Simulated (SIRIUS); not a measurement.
**A series of single points on CoO**

System: CoO (Fm-3m, 2 atoms in the cell).
Method: Kohn-Sham DFT of a periodic cell, PBEsol, dojo-sr-pbesol-0.4.1-standard, spin-polarised (SIRIUS 7.12.0).

The 7 runs differ only in the geometry, by an even scaling of the cell at fixed fractional positions. The structure derives from an entry of the Crystallography Open Database.

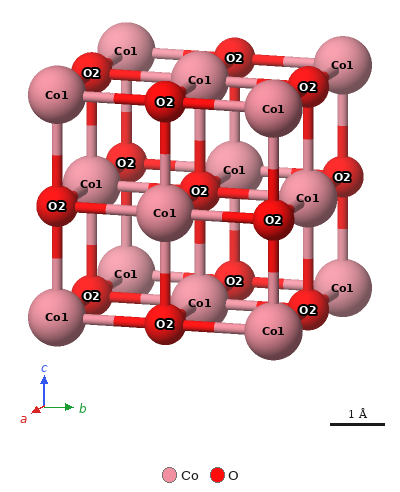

Figure 1. The structure of run 4 (ball-and-stick view of the cell 4 times as large as that of the calculation, set on its symmetry axes, seen slightly off an axis; atoms are numbered from 1 in the order of the input). An atom can appear more than once, as a periodic image.

### Input of run 4
```
{
  "control": {
    "processing_unit": "cpu",
    "verbosity": 2,
    "num_bands_to_print": 19,
    "print_forces": true,
    "print_stress": true
  },
  "parameters": {
    "electronic_structure_method": "pseudopotential",
    "xc_functionals": ["XC_GGA_X_PBE_SOL", "XC_GGA_C_PBE_SOL"],
    "gk_cutoff": 9.8,
    "pw_cutoff": 19.6,
    "ngridk": [11, 11, 11],
    "shiftk": [0, 0, 0],
    "smearing": "fermi_dirac",
    "smearing_width": 0.0018374661,
    "num_bands": 19,
    "num_mag_dims": 1,
    "num_dft_iter": 100,
    "energy_tol": 1e-08,
    "density_tol": 1e-06
  },
  "iterative_solver": {
    "type": "davidson",
    "min_tolerance": 1e-10
  },
  "mixer": {
    "type": "anderson",
    "beta": 0.5,
    "max_history": 8
  },
  "settings": {
    "tol_ne": 1e-10,
    "pseudo_grid_cutoff": 6.5,
    "smooth_initial_mag": true
  },
  "unit_cell": {
    "lattice_vectors": [
      [0.0, 4.02795123464, 4.02795123464],
      [4.02795123464, 0.0, 4.02795123464],
      [4.02795123464, 4.02795123464, 0.0]
    ],
    "atom_coordinate_units": "lattice",
    "atom_types": ["Co", "O"],
    "atom_files": {
      "O": "O.json",
      "Co": "Co.json"
    },
    "atoms": {
      "Co": [
        [0.0, 0.0, 0.0, 0.0, 0.0, 2.0]
      ],
      "O": [
        [0.5, 0.5, 0.5, 0.0, 0.0, 0.0]
      ]
    }
  }
}
```

Command:
```bash
upf_to_json O.upf
upf_to_json Co.upf
OMP_NUM_THREADS=4 sirius.scf --input=sirius.json --output=out.json --task=0
```

Lattice vectors (Å) and fractional positions of run 4:
```
   0.000000    2.131500    2.131500
   2.131500    0.000000    2.131500
   2.131500    2.131500    0.000000
Co  0.000000  0.000000  0.000000
O   0.500000  0.500000  0.500000
```

Run 2 differs from it as follows:
```diff
-      [0.0, 4.02795123464, 4.02795123464],
-      [4.02795123464, 0.0, 4.02795123464],
-      [4.02795123464, 4.02795123464, 0.0]
+      [0.0, 3.973512787922, 3.973512787922],
+      [3.973512787922, 0.0, 3.973512787922],
+      [3.973512787922, 3.973512787922, 0.0]
```

### Results, with one run withheld

| run | volume per atom (Å³) | free energy per atom, from the lowest run given (meV) | pressure (GPa) |
| --- | --- | --- | --- |
| 1 | 9.103 | 0.00 | −0.65 |
| 2 | 9.297 | ? | ? |
| 3 | 9.490 | 10.36 | −7.85 |
| 4 | 9.684 | 21.77 | −11.12 |
| 5 | 9.878 | 37.00 | −14.13 |
| 6 | 10.071 | 55.69 | −16.86 |
| 7 | 10.265 | 77.51 | −19.29 |

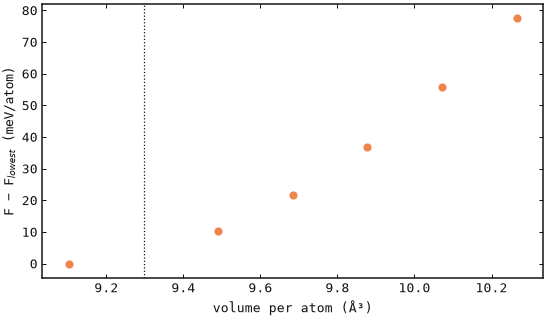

Figure 2. Free energy per atom of the runs given; the dotted line marks run 2.

Estimate the energy of run 2 from the others.

A cubic polynomial in V^(−2/3) (the Birch–Murnaghan form), fitted to the 6 runs given, misses them by at most 0.05 meV per atom. With x = V^(−2/3) − 0.21932 Å⁻², it reads F = 25.527 − 4943 x + 2.4523e+05 x² − 6.053e+05 x³ (meV per atom). At run 2 it gives 2.98 meV per atom, and the run itself gives 3.01. The slope of the fit gives a pressure −dF/dV of −4.33 GPa there, and the run prints −4.39 GPa. The two needn't agree exactly: the fit is approximate, and the printed stress is taken on a finite basis. The fit has no minimum inside this range.

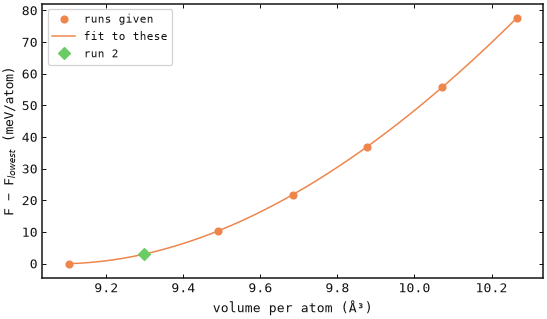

Figure 3. The fit and the withheld run.

### Some lines of the output (run 2)
```
[...]
[find] Efermi                         :       0.54576958
[find] Total energy                   :    -169.26926184 (Ha),    -338.53852368 (Ry)
[find] Free energy (E-TS)             :    -169.27040169 (Ha),    -338.54080338 (Ry)
[find] Efermi                         :       0.54574619
[find] Total energy                   :    -169.26926097 (Ha),    -338.53852194 (Ry)
[find] Free energy (E-TS)             :    -169.27040172 (Ha),    -338.54080344 (Ry)
[find] Efermi                         :       0.54573748
[find] Total energy                   :    -169.26926097 (Ha),    -338.53852195 (Ry)
[find] Efermi                         :       0.54573689
[find] Total energy                   :    -169.26926100 (Ha),    -338.53852199 (Ry)
[find] Efermi                         :       0.54573801
[find] Total energy                   :    -169.26926100 (Ha),    -338.53852200 (Ry)
[find] Efermi                         :       0.54573765
[find] Efermi                         :       0.54573769
```
